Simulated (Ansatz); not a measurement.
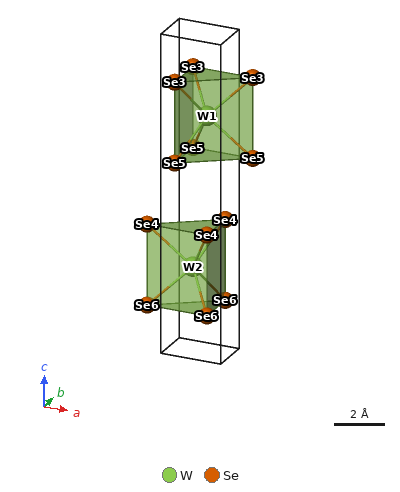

Figure 1. The input geometry of run A (polyhedral view of the cell of the calculation, seen slightly off an axis; polyhedra are completed across the faces of the cell; atoms are numbered from 1 in the order of the input). An atom can appear more than once, as a periodic image.

# WSe2: one change and its effect

System: WSe2 (P6₃/mmc, 6 atoms in the cell).
Method of run A: DFT, r2SCAN, plane waves, PAW, no spin polarisation (Ansatz 0.2.0).

The structure derives from a Materials Project entry. The geometry comes from this level: r2scan-rvv10. Text and figures count atoms from 1; the logs count them from 0 in places.

### The input, run A
```yaml
crystal:
  lattice:
    - [3.2996683539, 0.0, 0.0]
    - [-1.6498341769, 2.8575966185, 0.0]
    - [0.0, 0.0, 13.1485346189]
  atoms:
    - { symbol: W, position: [0.6666666667, 0.3333333333, 0.75] }
    - { symbol: W, position: [0.3333333333, 0.6666666667, 0.25] }
    - { symbol: Se, position: [0.3333333333, 0.6666666667, 0.8766615399] }
    - { symbol: Se, position: [0.6666666667, 0.3333333333, 0.3766615399] }
    - { symbol: Se, position: [0.3333333333, 0.6666666667, 0.6233384601] }
    - { symbol: Se, position: [0.6666666667, 0.3333333333, 0.1233384601] }
kpoints:
  mp_grid: { grid: [12, 12, 2] }
  band_path:
    path:
      - [0.0, 0.0, 0.0]
      - [0.5, 0.0, 0.0]
      - [0.3333333333, 0.3333333333, 0.0]
      - [0.0, 0.0, 0.5]
      - [0.5, 0.0, 0.5]
      - [0.3333333333, 0.3333333333, 0.5]
      - [0.179687, 0.179688, 0.0]
    npoints: 1
hamiltonian:
  xc: r2scan
scf:
  occupations: { method: fixed }
  n_extra_bands: 5
output:
  forces: true
  stress: true
  eigenvalues: true
```

Launched with:
```bash
ansatz run input.yaml --threads 2 --pin off --max-ram 3686MiB --backend cpu --events-out ev --progress --plain --runs-dir out
```

Hardware: 2 threads of Arm Neoverse V1, 24 GiB of memory available, shared host.

### Output, shortened to warnings, some set-up lines, iterations and results (run A)
```
Basis set: ecut = 500 eV, 3107 PW (Γ), exchange–correlation on 100×100×384 points (64 copies of the dense FFT grid, shifted against one another)
Symmetry: 24 space group operations
k-points: 38 of 288
Initial density: superposition of atomic densities (neutral atoms: chi_scale 0, normalization atom), corrected by the library's trained network
[...]
SCF iter   1: F=—  HF=-42710.622840 eV  |F-HF|=—  |Δ(HF+E_count)|=         —  Δρ=5.77e-3  dr2=3.55e-2  dr2_τ=8.74e-2  ethr=1.77e-3  ⟨swp⟩=4.9  Hψ=6220  notcnv=0  defer=92
SCF iter   2: F=—  HF=-42710.745442 eV  |F-HF|=—  |Δ(HF+E_count)|=   1.23e-1  Δρ=3.80e-3  dr2=9.29e-3  dr2_τ=1.20e-3  ethr=3.86e-5  ⟨swp⟩=2.9  Hψ=4177  notcnv=0  defer=108
SCF iter   3: F=—  HF=-42710.753623 eV  |F-HF|=—  |Δ(HF+E_count)|=   8.18e-3  Δρ=1.48e-3  dr2=1.57e-3  dr2_τ=1.08e-4  ethr=1.01e-5  ⟨swp⟩=2.0  Hψ=2514  notcnv=0  defer=112
SCF iter   4: F=—  HF=-42710.755028 eV  |F-HF|=—  |Δ(HF+E_count)|=   1.40e-3  Δρ=1.78e-4  dr2=2.95e-5  dr2_τ=3.34e-6  ethr=1.71e-6  ⟨swp⟩=2.0  Hψ=2894  notcnv=0  defer=112
SCF iter   5: F=—  HF=-42710.755028 eV  |F-HF|=—  |Δ(HF+E_count)|=   5.66e-7  Δρ=5.93e-5  dr2=6.84e-6  dr2_τ=3.98e-7  ethr=3.21e-8  ⟨swp⟩=2.0  Hψ=3576  notcnv=0  defer=46
SCF iter   6: F=—  HF=-42710.755031 eV  |F-HF|=—  |Δ(HF+E_count)|=   2.71e-6  Δρ=1.78e-5  dr2=5.37e-7  dr2_τ=2.56e-8  ethr=7.44e-9  ⟨swp⟩=2.0  Hψ=3576  notcnv=0  defer=47
SCF iter   7: F=—  HF=-42710.755031 eV  |F-HF|=—  |Δ(HF+E_count)|=   2.38e-7  Δρ=1.03e-5  dr2=3.57e-7  dr2_τ=2.46e-8  ethr=1.09e-10  ⟨swp⟩=10.9  Hψ=8485  notcnv=0
SCF iter   8: F=-42710.755031 eV  HF=-42710.755031 eV  |F-HF|=3.61e-9  |Δ(HF+E_count)|=   1.14e-8  Δρ=1.93e-6  dr2=4.73e-9  dr2_τ=2.67e-10  ethr=1.09e-10  ⟨swp⟩=3.0  Hψ=6797  …
SCF 1 converged in 8 iterations: F = -42710.755031 eV  dr2 = 4.73e-9
NSCF: frozen V_eff on 7 k-points
SCF converged after 8 iterations
Free energy (F): -42710.755031 eV
Harris-Foulkes:  -42710.755031 eV  (|F-HF|=3.61e-9)
Internal energy: -42710.755031 eV  (E = F + TS)
E sigma→0 (E₀):  -42710.755031 eV
Fermi energy:    12.424245 eV
--- Per-component energies (eV) ---
  E_band       = -1798.831785
  E_kinetic    = 1381.165283
  E_local      = -11761.888419  (includes V_loc(G=0)·N_el)
  E_nonlocal   = -2376.541612
  E_hartree    = 5648.589302
  E_xc         = -893.316919
  E_vxc        = -945.494846  (∫ρ·V_xc dr)
  E_paw        = -24887.447153  (= ΣΔE_a)
  E_vpaw       = 559.232869  (= ΣTr[D̂ρ^β])
  E_aug_tail   = -0.000949  (compensation charges beyond the density's cutoff)
  E_vtau       = 47.512960  (kinetic-family band-sum trace: ∫τ·v_τ [+ j·A + Jᵃ·Aᵃ] dr)
  E_ewald      = -9813.079585
  E_core_change = -8.234979  (= ΣΔE_core)
  E_smearing   = -0.000000  (= −TS)
  E_closure    = 0.000000  (closes the sum)
  Σ components = -42710.755031   (vs F -42710.755031, Δ=0.00e0)
--- Forces (eV/Å), atoms counted from 1 ---
  atom   1  W      0.00000000     0.00000000     0.00000000
  atom   2  W     -0.00000000    -0.00000000    -0.00000000
  atom   3  Se    -0.00000000    -0.00000000    -0.03711494
  atom   4  Se     0.00000000     0.00000000    -0.03711494
  atom   5  Se    -0.00000000    -0.00000000     0.03711494
  atom   6  Se     0.00000000     0.00000000     0.03711494
  max |Σ_I F_I| component: 1.62e-17 eV/Å
--- Stress (GPa, compression-positive) ---
        1.371891      -0.000000      -0.000000
       -0.000000       1.371891       0.000000
       -0.000000       0.000000       1.218239
  P = ⅓ Tr σ = 1.3207 GPa (13.207 kbar)
```

For run B the input was changed thus:
```diff
-  xc: r2scan
+  xc: pbe
```

How does run B compare with run A?

The total energies belong to different methods, so their difference says nothing on which is more stable or more accurate. The gap on the mesh goes from 1.16 to 1.04 eV. The pressure goes from 1.32 to 3.36 GPa. The largest force goes from 0.037 to 0.277 eV/Å. The functional changes from r2SCAN to PBE. The SCF takes 7 iterations against 8. The default cutoff goes from 500 to 420 eV with the change. The plane waves at Γ go from 3107 to 2479. On the same kind of shared host run B took about 0.39 times as long.

### Output, shortened to warnings, some set-up lines, iterations and results (run B)
```
Basis set: ecut = 420 eV, 2479 PW (Γ), exchange–correlation on 48×48×180 points (8 copies of the dense FFT grid, shifted against one another)
Symmetry: 24 space group operations
k-points: 38 of 288
Initial density: superposition of atomic densities (neutral atoms: chi_scale 0, normalization atom), corrected by the library's trained network
[...]
SCF iter   1: F=—  HF=-42649.228641 eV  |F-HF|=—  |Δ(HF+E_count)|=         —  Δρ=4.27e-3  dr2=5.37e-3  ethr=1.77e-3  ⟨swp⟩=4.9  Hψ=6285  notcnv=0  defer=99
SCF iter   2: F=—  HF=-42649.237310 eV  |F-HF|=—  |Δ(HF+E_count)|=   8.67e-3  Δρ=2.49e-3  dr2=1.84e-3  ethr=5.84e-6  ⟨swp⟩=2.0  Hψ=3535  notcnv=0  defer=112
SCF iter   3: F=—  HF=-42649.241645 eV  |F-HF|=—  |Δ(HF+E_count)|=   4.33e-3  Δρ=1.57e-4  dr2=2.83e-5  ethr=2.00e-6  ⟨swp⟩=2.0  Hψ=2666  notcnv=0  defer=112
SCF iter   4: F=—  HF=-42649.241603 eV  |F-HF|=—  |Δ(HF+E_count)|=   4.14e-5  Δρ=7.15e-5  dr2=3.87e-6  ethr=3.08e-8  ⟨swp⟩=2.0  Hψ=3576  notcnv=0  defer=34
SCF iter   5: F=—  HF=-42649.241611 eV  |F-HF|=—  |Δ(HF+E_count)|=   8.02e-6  Δρ=2.24e-5  dr2=7.81e-7  ethr=4.21e-9  ⟨swp⟩=2.0  Hψ=2582  notcnv=0  defer=34
SCF iter   6: F=—  HF=-42649.241612 eV  |F-HF|=—  |Δ(HF+E_count)|=   8.03e-7  Δρ=9.17e-6  dr2=3.74e-7  ethr=8.48e-10  ⟨swp⟩=2.0  Hψ=3413  notcnv=0  defer=34
SCF iter   7: F=-42649.241612 eV  HF=-42649.241612 eV  |F-HF|=1.99e-9  |Δ(HF+E_count)|=   3.76e-8  Δρ=4.35e-6  dr2=4.04e-8  ethr=1.09e-10  ⟨swp⟩=8.5  Hψ=9303  notcnv=0
SCF 1 converged in 7 iterations: F = -42649.241612 eV  dr2 = 4.04e-8
NSCF: frozen V_eff on 7 k-points
SCF converged after 7 iterations
Free energy (F): -42649.241612 eV
Harris-Foulkes:  -42649.241612 eV  (|F-HF|=1.99e-9)
Internal energy: -42649.241612 eV  (E = F + TS)
E sigma→0 (E₀):  -42649.241612 eV
Fermi energy:    12.593833 eV
--- Per-component energies (eV) ---
  E_band       = -1714.654820
  E_kinetic    = 1379.267068
  E_local      = -11758.291862  (includes V_loc(G=0)·N_el)
  E_nonlocal   = -2379.715671
  E_hartree    = 5646.798182
  E_xc         = -953.096195
  E_vxc        = -873.613060  (∫ρ·V_xc dr)
  E_paw        = -24771.121063  (= ΣΔE_a)
  E_vpaw       = 624.112637  (= ΣTr[D̂ρ^β])
  E_aug_tail   = -0.002488  (compensation charges beyond the density's cutoff)
  E_ewald      = -9813.079585
  E_smearing   = -0.000000  (= −TS)
  E_closure    = 0.000000  (closes the sum)
  Σ components = -42649.241612   (vs F -42649.241612, Δ=0.00e0)
--- Forces (eV/Å), atoms counted from 1 ---
  atom   1  W     -0.00000000     0.00000000     0.00000000
  atom   2  W     -0.00000000    -0.00000000    -0.00000000
  atom   3  Se    -0.00000000    -0.00000000     0.27693453
  atom   4  Se     0.00000000     0.00000000     0.27693453
  atom   5  Se    -0.00000000    -0.00000000    -0.27693453
  atom   6  Se     0.00000000     0.00000000    -0.27693453
  max |Σ_I F_I| component: 1.11e-16 eV/Å
--- Stress (GPa, compression-positive) ---
        2.818461      -0.000000       0.000000
       -0.000000       2.818461       0.000000
        0.000000       0.000000       4.433431
  P = ⅓ Tr σ = 3.3568 GPa (33.568 kbar)
```

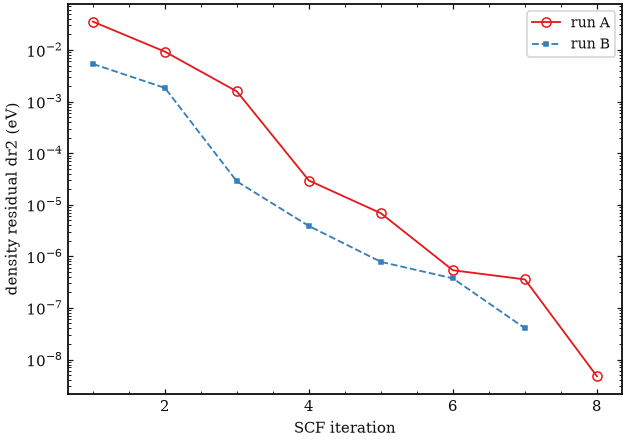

Figure 2. Convergence of the two runs: density residual dr2 against the SCF iteration. Run A takes 8 iterations in all, and run B takes 7.

### The two runs side by side

```csv
quantity,run A,run B
outcome,converged,converged
free energy per atom (eV),−7118.4592,−7108.2069
gap on the mesh (eV),1.16,1.04
pressure (GPa),1.32,3.36
largest force (eV/Å),0.037,0.277
SCF iterations,8,7
irreducible k-points,38,38
plane waves at Γ,3107,2479
wall time (shared host),20 s,7.9 s
```

For both runs: Spin–orbit coupling is left out, which matters for W.
